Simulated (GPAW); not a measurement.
**BAs (honeycomb bilayer): G0W0 on several meshes in GPAW**

How does the mesh move the gap of BAs (honeycomb bilayer)?

Method: LDA and many-body steps on it, plane waves, in GPAW 26.7.0.

## (1) The structure

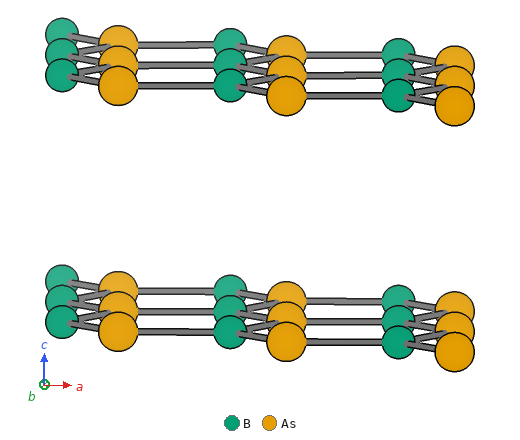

The cell as given, nearly edge on (boron teal, arsenic orange). 3×3×1 cells are drawn.

The cell holds 4 atoms: 2 B and 2 As. Its edges and angles: a = 3.345 Å, b = 3.345 Å, c = 14.600 Å, α = 90.0°, β = 90.0°, γ = 120.0°. It derives from BAs. Vacuum lies along c.

Structure file:

```xyz
4
Lattice="3.3453 0.0000 0.0000 -1.6727 2.8972 0.0000 0.0000 0.0000 14.6000" Properties=species:S:1:pos:R:3
B     0.0000    1.9314    5.1639
As    1.6727    0.9657    5.1716
B     0.0000    1.9314    9.4361
As    1.6727    0.9657    9.4284
```

The structure was relaxed with LDA. The runs that relaxed it are not among those shown.

## (2) Empty states on the mesh, 12×12×1 mesh, 239 bands

This step: GPAW 26.7.0; DFT, LDA, plane waves, PAW.

The sums over transitions need many empty states on a uniform mesh; this step solves for them.

File run.py:

```python
import json
import numpy as np
from gpaw.mpi import world
from gpaw import GPAW

calc = GPAW('gs.gpw').fixed_density(kpts={'size': (12, 12, 1), 'gamma': True},
    nbands=278,
    convergence={'bands': 239},
    update_fermi_level=True,
    txt='nscf.txt')
calc.write('full.gpw', mode='all')
res = {}
kpts = calc.get_ibz_k_points()
res['kpts'] = kpts
res['eigenvalues'] = [calc.get_eigenvalues(kpt=k) for k in range(len(kpts))]
res['n_electrons'] = calc.get_number_of_electrons()

if world.rank == 0:
    with open('result.json', 'w') as f:
        json.dump(res, f, default=lambda x: x.tolist())
```

Launch:

```sh
$ mpirun -n 8 gpaw python run.py
```

Numbers of over 12 decimals in the logs are rounded to 6 here.

The log of the run:

```text
Diagonalizing LCAO Hamiltonian
Converting LCAO to pw mode
convergence criteria:
- Maximum integral of absolute [eigenst]ate change: 4e-08 eV^2 / valence electron
maximum number of iterations: 100

SCF iterations
|iter     |     time |      energy | eigst |  dens |
|iter:   1|  |             | +4.81 |       |
|iter:   2|  |             | +3.63 |       |
|iter:   3|  |             | +2.54 |       |
[...]
|iter:  15|  |             | -6.85 |       |
|iter:  16|  |             | -7.12 |       |
|iter:  17|  |             | -7.45c|       |
SCF steps: 17
  __  _  _
 | _ |_)|_||  |
 |__||  | ||/\| - 26.7.0

Input parameters:
  mode=PW(ecut=600.0),
  convergence={'bands': 239},
  gpts=array([20, 20, 84]),
  kpts=MonkhorstPack(size=(12, 12, 1), gamma=True),
  maxiter=100,
  nbands=278,
  occupations=Occupations(name='fermi-dirac', width=0.001, fixmagmom=False),
  parallel={},
  xc=XC(name='LDA')
# Writing to full.gpw (mode='all')
  [... matrices ...]

timing:  # [seconds]
  Total: 0.536  # ━━━━━━━━━━━━━━━━━━━━━━━━━━━━━━━━━━━━━━━━━━━━━━━━━━━━━━━━━━━
```

It took 3.4 min on 8 MPI ranks of Arm Neoverse V1, shared host; peak memory 2 GiB; 24 min of CPU time.

Numbers from this step:

- gap: 0.1721 eV
- k of the valence top: 0.3333, 0.3333, 0
- k of the conduction bottom: 0.3333, 0.3333, 0
- least direct gap: 0.1721 eV
- k points computed: 19
- lowest point of the top converged band, above the valence top: 75.6663 eV

On this mesh the gap is 0.172 eV.

## (3) 12×12×1

Now the one-shot GW correction: screening in the RPA, then the self-energy of the levels asked for.

This step: G0W0 on LDA, plane waves, PAW.

File run.py:

```python
import json
import numpy as np
from gpaw.mpi import world
from gpaw.response.g0w0 import G0W0

gw = G0W0('full.gpw',
    filename='gw',
    kpts=[0, 9],
    bands=(6, 10),
    ecut=48,
    nbands=106,
    truncation='2D',
    integrate_gamma='sphere',
    q0_correction=True,
    frequencies={'type': 'nonlinear', 'domega0': 0.15, 'omega2': 15.0},
    eta=0.1,
    nblocksmax=True)
gw.calculate()
res = {mode: {k: v for k, v in r.items() if k != 'sigma_eskwn'}
       for mode, r in gw.all_results.items()}

if world.rank == 0:
    with open('result.json', 'w') as f:
        json.dump(res, f, default=lambda x: x.tolist())
```

Launch:

```sh
$ mpirun -n 8 gpaw python run.py
```

The log of the run:

```text
Using integrator: PointIntegrator
NonLinearFrequencyDescriptor(from 0.000 to 59.417 eV, 151 points)
Nonperiodic BCs:  [False False  True]
Using integrator: PointIntegrator
NonLinearFrequencyDescriptor(from 0.000 to 59.417 eV, 151 points)
Nonperiodic BCs:  [False False  True]
Applying analytical 2D correction to W:
    Evaluating Gamma point contribution to W on a 15x15x1 grid
  ___  _ _ _
 |   || | | |
 | | || | | |
 |__ ||_____|
 |___|

BZ k-points: Symmetries present (total): 12

  [... matrices ...]
144 k-points: 12 x 12 x 1 Monkhorst-Pack grid + [1/24,1/24,0.000000]
19 k-points in the irreducible part of the Brillouin zone
       k-points in crystal coordinates                weights
   0:    -0.00000000   -0.00000000    0.00000000          1/144
   1:     0.08333333   -0.00000000    0.00000000          6/144
   2:     0.16666667   -0.08333333    0.00000000          6/144
   3:     0.16666667   -0.00000000    0.00000000          6/144
   4:     0.25000000   -0.08333333    0.00000000         12/144
   5:     0.25000000   -0.00000000    0.00000000          6/144
   6:     0.33333333   -0.16666667    0.00000000          6/144
   7:     0.33333333   -0.08333333    0.00000000         12/144
   8:     0.33333333   -0.00000000    0.00000000          6/144
   9:     0.33333333    0.33333333    0.00000000          2/144
          ...
  18:     0.50000000    0.50000000    0.00000000          3/144

Distributing spins, k-points and bands (1 x 2 x 4) over 1 process
Number of blocks: 8

Quasi particle states:
k-points (IBZ indices): [0, 9]
Band range: (6, 10)
  [... matrices ...]
Computational parameters:
Plane wave cut-off: 48 eV
Number of bands: 106
Coulomb cutoff: 2D
Broadening: 0.1 eV

fxc modes: GW
Kernel: RPA
Using full-frequency real axis integration
Summing all q:

Calculating screened Coulomb potential
2D Coulomb truncation
NonLinearFrequencyDescriptor(from 0.000 to 59.417 eV, 151 points)
Removing empty qpoint cache files...

Calculating chi0 body with:
    Ground state adapter containing:
    Number of spins: 1
    Number of kpoints: 144
    Number of irreducible kpoints: 19
    Number of completely occupied states: 8
    Number of partially occupied states: 8
    Occupied states memory: 4.1015625 M / cpu

    Linear response parametrization:
    q_c: [-2.0816681711721685e-17, -2.0816681711721685e-17, 0.0]
    Number of frequency points: 151
    Planewave cutoff: 48.0
    Number of bands: 106
    Number of planewaves: 95
    Broadening (eta): 0.1
    comm.size: 8
    kncomm.size: 1
    blockcomm.size: 8

    Memory estimate of potentially large arrays:
        chi0_wGG: 2.599287 M / cpu
Integrating chi0 body.

Symmetries of q_c:
    Direct symmetries (Uq -> q): 12
    Indirect symmetries (TUq -> q): 12
In total 24 allowed symmetries.

  [... matrices ...]
19 groups of equivalent kpoints. 86.805556% reduction.

Integral kind: spectral function
Integrating chi0 head and wings.

Symmetries of q_c:
    Direct symmetries (Uq -> q): 12
    Indirect symmetries (TUq -> q): 12
In total 24 allowed symmetries.

  [... matrices ...]
19 groups of equivalent kpoints. 86.805556% reduction.

Integral kind: spectral function wings

Calculating chi0 body with:
    Ground state adapter containing:
    Number of spins: 1
    Number of kpoints: 144
    Number of irreducible kpoints: 19
    Number of completely occupied states: 8
    Number of partially occupied states: 8
[... the further q-points ...]

Results:
f:      Occupation numbers
eps:     KS-eigenvalues [eV]
vxc:     KS vxc [eV]
exx:     Exact exchange [eV]
sigma:   Self-energies [eV]
dsigma:  Self-energy derivatives
Z:       Renormalization factors
qp:      QP-energies [eV]

k-point 0 (0): (-0.000, -0.000, 0.000)                GW
band       f     eps     vxc     exx   sigma  dsigma       Z      qp
                                                                   GW
   6   1.000  -1.834 -15.686 -17.676   2.116  -0.435   0.697  -1.746
   7   1.000  -1.834 -15.686 -17.676   2.116  -0.435   0.697  -1.746
   8   0.000   3.079  -5.387  -2.311  -2.796  -0.374   0.728   3.282
   9   0.000   3.861 -16.269 -10.444  -4.031  -0.535   0.651   5.030

k-point 1 (9): (0.333, 0.333, 0.000)                GW
band       f     eps     vxc     exx   sigma  dsigma       Z      qp
                                                                   GW
   6   1.000  -0.636 -12.742 -13.176   0.544  -0.449   0.690  -0.560
   7   1.000  -0.008 -13.503 -13.586   0.321  -0.428   0.700   0.159
   8   0.000   0.164 -11.064  -7.940  -2.272  -0.476   0.678   0.742
   9   0.000   0.642 -11.583  -8.227  -2.414  -0.498   0.668   1.270
```

Run time: 6.1 min. Hardware: 8 MPI ranks; peak memory 3.8 GiB; 41 min of CPU time.

This step gave:

```
G0W0 gap on the points computed              : 0.5838 eV
least direct G0W0 gap on the computed points : 0.5838 eV
Z at the valence top                         : 0.7004
Z at the conduction bottom                   : 0.6776
starting gap on the mesh                     : 0.1721 eV
k of the valence top                         : 0.3333, 0.3333, 0
k of the conduction bottom                   : 0.3333, 0.3333, 0
```

The gap on the mesh goes from 0.17 eV to 0.58 eV, a correction of +0.41 eV.

## (4) Empty states on the mesh, 9×9×1 mesh, 116 bands

This step: DFT, LDA, plane waves, PAW.

File run.py:

```python
import json
import numpy as np
from gpaw.mpi import world
from gpaw import GPAW

calc = GPAW('gs.gpw').fixed_density(kpts={'size': (9, 9, 1), 'gamma': True},
    nbands=135,
    convergence={'bands': 116},
    update_fermi_level=True,
    txt='nscf.txt')
calc.write('full.gpw', mode='all')
res = {}
kpts = calc.get_ibz_k_points()
res['kpts'] = kpts
res['eigenvalues'] = [calc.get_eigenvalues(kpt=k) for k in range(len(kpts))]
res['n_electrons'] = calc.get_number_of_electrons()

if world.rank == 0:
    with open('result.json', 'w') as f:
        json.dump(res, f, default=lambda x: x.tolist())
```

Launch:

```sh
$ mpirun -n 8 gpaw python run.py
```

The log of the run:

```text
Diagonalizing LCAO Hamiltonian
Converting LCAO to pw mode
convergence criteria:
- Maximum integral of absolute [eigenst]ate change: 4e-08 eV^2 / valence electron
maximum number of iterations: 100

SCF iterations
|iter     |     time |      energy | eigst |  dens |
|iter:   1|  |             | +4.39 |       |
|iter:   2|  |             | +3.14 |       |
|iter:   3|  |             | +2.02 |       |
[...]
|iter:  13|  |             | -6.73 |       |
|iter:  14|  |             | -7.30 |       |
|iter:  15|  |             | -7.63c|       |
SCF steps: 15
  __  _  _
 | _ |_)|_||  |
 |__||  | ||/\| - 26.7.0

Input parameters:
  mode=PW(ecut=600.0),
  convergence={'bands': 116},
  gpts=array([20, 20, 84]),
  kpts=MonkhorstPack(size=(9, 9, 1), gamma=True),
  maxiter=100,
  nbands=135,
  occupations=Occupations(name='fermi-dirac', width=0.001, fixmagmom=False),
  parallel={},
  xc=XC(name='LDA')
# Writing to full.gpw (mode='all')
  [... matrices ...]

timing:  # [seconds]
  Total: 1.763  # ━━━━━━━━━━━━━━━━━━━━━━━━━━━━━━━━━━━━━━━━━━━━━━━━━━━━━━━━━━━
```

The job ended after 84 s (8 MPI ranks; peak memory 1.6 GiB; 7 min of CPU time).

Numbers from this step:

```yaml
gap: 0.1721 eV
k_of_the_valence_top: 0.3333, 0.3333, 0
k_of_the_conduction_bottom: 0.3333, 0.3333, 0
least_direct_gap: 0.1721 eV
k_points_computed: 12
lowest_point_of_the_top_converged_band_above_the_valence_top: 45.00 eV
```

On this mesh the gap is 0.172 eV.

## (5) 9×9×1

This step: G0W0 on LDA, plane waves, PAW.

File run.py:

```python
import json
import numpy as np
from gpaw.mpi import world
from gpaw.response.g0w0 import G0W0

gw = G0W0('full.gpw',
    filename='gw',
    kpts=[0, 6],
    bands=(6, 10),
    ecut=48,
    nbands=106,
    truncation='2D',
    integrate_gamma='sphere',
    q0_correction=True,
    frequencies={'type': 'nonlinear', 'domega0': 0.15, 'omega2': 15.0},
    eta=0.1,
    nblocksmax=True)
gw.calculate()
res = {mode: {k: v for k, v in r.items() if k != 'sigma_eskwn'}
       for mode, r in gw.all_results.items()}

if world.rank == 0:
    with open('result.json', 'w') as f:
        json.dump(res, f, default=lambda x: x.tolist())
```

Launch:

```sh
$ mpirun -n 8 gpaw python run.py
```

The log of the run:

```text
Using integrator: PointIntegrator
NonLinearFrequencyDescriptor(from 0.000 to 59.417 eV, 151 points)
Nonperiodic BCs:  [False False  True]
Using integrator: PointIntegrator
NonLinearFrequencyDescriptor(from 0.000 to 59.417 eV, 151 points)
Nonperiodic BCs:  [False False  True]
Applying analytical 2D correction to W:
    Evaluating Gamma point contribution to W on a 19x19x1 grid
  ___  _ _ _
 |   || | | |
 | | || | | |
 |__ ||_____|
 |___|

BZ k-points: Symmetries present (total): 12

  [... matrices ...]
81 k-points: 9 x 9 x 1 Monkhorst-Pack grid
12 k-points in the irreducible part of the Brillouin zone
       k-points in crystal coordinates                weights
   0:     0.00000000    0.00000000    0.00000000          1/81
   1:     0.11111111    0.00000000    0.00000000          6/81
   2:     0.22222222   -0.11111111    0.00000000          6/81
[...]
9:     0.44444444    0.00000000    0.00000000          6/81
          ...
  11:     0.44444444    0.44444444    0.00000000          6/81

Distributing spins, k-points and bands (1 x 2 x 4) over 1 process
Number of blocks: 8

Quasi particle states:
k-points (IBZ indices): [0, 6]
Band range: (6, 10)
  [... matrices ...]
Computational parameters:
Plane wave cut-off: 48 eV
Number of bands: 106
Coulomb cutoff: 2D
Broadening: 0.1 eV

fxc modes: GW
Kernel: RPA
Using full-frequency real axis integration
Summing all q:

Calculating screened Coulomb potential
2D Coulomb truncation
NonLinearFrequencyDescriptor(from 0.000 to 59.417 eV, 151 points)
Removing empty qpoint cache files...

Calculating chi0 body with:
    Ground state adapter containing:
    Number of spins: 1
    Number of kpoints: 81
    Number of irreducible kpoints: 12
    Number of completely occupied states: 8
[...]
q_c: [0.0, 0.0, 0.0]
    Number of frequency points: 151
    Planewave cutoff: 48.0
    Number of bands: 106
    Number of planewaves: 95
    Broadening (eta): 0.1
    comm.size: 8
    kncomm.size: 1
    blockcomm.size: 8

    Memory estimate of potentially large arrays:
        chi0_wGG: 2.599287 M / cpu
Integrating chi0 body.

Symmetries of q_c:
    Direct symmetries (Uq -> q): 12
    Indirect symmetries (TUq -> q): 12
In total 24 allowed symmetries.

  [... matrices ...]
12 groups of equivalent kpoints. 85.185185% reduction.

Integral kind: spectral function
Integrating chi0 head and wings.

Symmetries of q_c:
    Direct symmetries (Uq -> q): 12
    Indirect symmetries (TUq -> q): 12
In total 24 allowed symmetries.

  [... matrices ...]
12 groups of equivalent kpoints. 85.185185% reduction.

Integral kind: spectral function wings

Calculating chi0 body with:
    Ground state adapter containing:
    Number of spins: 1
    Number of kpoints: 81
    Number of irreducible kpoints: 12
    Number of completely occupied states: 8
    Number of partially occupied states: 8
    Occupied states memory: 4.1015625 M / cpu

[... the further q-points ...]

Results:
f:      Occupation numbers
eps:     KS-eigenvalues [eV]
vxc:     KS vxc [eV]
exx:     Exact exchange [eV]
sigma:   Self-energies [eV]
dsigma:  Self-energy derivatives
Z:       Renormalization factors
qp:      QP-energies [eV]

k-point 0 (0): (0.000, 0.000, 0.000)                GW
band       f     eps     vxc     exx   sigma  dsigma       Z      qp
                                                                   GW
   6   1.000  -1.834 -15.686 -17.679   2.143  -0.464   0.683  -1.732
   7   1.000  -1.834 -15.686 -17.679   2.143  -0.464   0.683  -1.732
   8   0.000   3.079  -5.387  -2.311  -2.832  -0.406   0.711   3.252
[...]
k-point 1 (6): (0.333, 0.333, 0.000)                GW
band       f     eps     vxc     exx   sigma  dsigma       Z      qp
                                                                   GW
[...]
8   0.000   0.164 -11.064  -7.868  -2.365  -0.509   0.663   0.716
   9   0.000   0.642 -11.583  -8.143  -2.515  -0.526   0.655   1.248
```

Wall time 2.4 min (8 MPI ranks); peak memory 2.9 GiB; 15 min of CPU time.

This step gave:

```
G0W0 gap on the points computed              : 0.5468 eV
least direct G0W0 gap on the computed points : 0.5468 eV
Z at the valence top                         : 0.6839
Z at the conduction bottom                   : 0.6626
starting gap on the mesh                     : 0.1721 eV
k of the valence top                         : 0.3333, 0.3333, 0
k of the conduction bottom                   : 0.3333, 0.3333, 0
```

Against G0W0 in GPAW (12×12×1 mesh, 106 bands, screening to 48 eV, full frequency, Hilbert transform), the gap moves by −0.037 eV.

## (6) The runs together

Times are wall times on 8 MPI ranks of Arm Neoverse V1, shared host, good to a factor of about two.

```
    run     mesh  bands  screening cutoff (eV)  DFT gap (eV)  gap on the mesh (eV)  direct (eV)     time
12×12×1  12×12×1    106                     48         0.172                 0.584        0.584  6.1 min
  9×9×1    9×9×1    106                     48         0.172                 0.547        0.547  2.4 min
```

## (7) What came out

| Quantity | Value |
| --- | --- |
| 12×12×1 | 0.584 eV |
| 9×9×1 | 0.547 eV |
| known limits | not at the basis limit; no spin-orbit coupling |

What this shows: 9×9×1: −0.037 eV against 12×12×1. Bands and cutoff are finite, so the gap is not at the basis limit. The miss can reach some tenths of an eV and take either sign; the mesh is an error of its own. These stock PAW sets were not made for GW; the filled d or f shell of As lies in the frozen core, which bears on start and correction. In the G0W0 runs levels were corrected at 2 k points alone, so a gap called «on the mesh» is the least over those, and an edge elsewhere would be missed. The many-body steps are scalar-relativistic: spin-orbit coupling is not in them.

[Paths, hosts, dates, memory and timing lines, banners, echoed tables and standing remarks are left out of the program output.]

[Logs are printed without paths, hosts, clocks, repeated set-up lines and the standing remarks that a program may print on its own settings, such as how far it seeks lower states.]

[Runs of the session that timed out or met a known fault of the program may be left out.]

[Hosts, paths, dates, database ids (printed as entryN), source tags and the programs' standing remarks are cut or masked in the printed files.]
